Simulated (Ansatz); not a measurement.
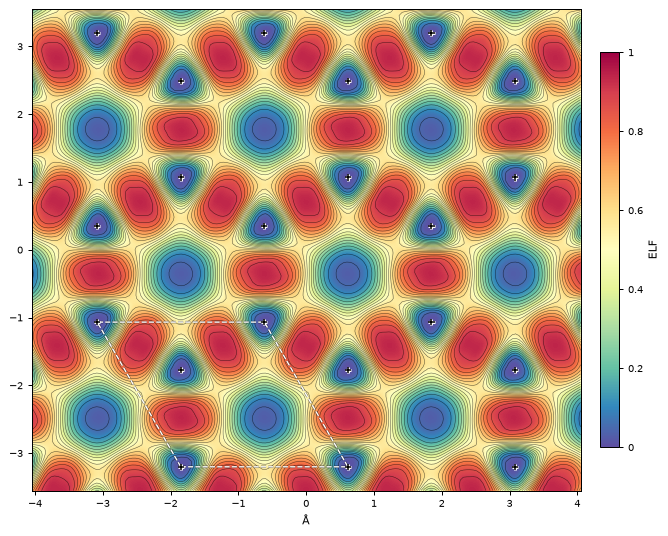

The electron localisation function on a plane through atoms (crosses mark nuclei in the plane).

Level of theory: DFT PBE+D3(BJ), scalar-relativistic, plane waves, PAW (Ansatz).

Candidates:
A. PtSe2 (slab), a = 3.71 Å, b = 3.71 Å, c = 31.12 Å, α = 90.00°, β = 90.00°, γ = 120.00°. 
B. C, a = 2.46 Å, b = 2.46 Å, c = 6.74 Å, α = 90.00°, β = 90.00°, γ = 120.00°. Space group P6₃/mmc.

Which system is this?

Answer. Candidate B: C on the (001) plane of the conventional cell, which holds C. C–C (1.42 Å): the ELF peaks at about 0.95 between the atoms.
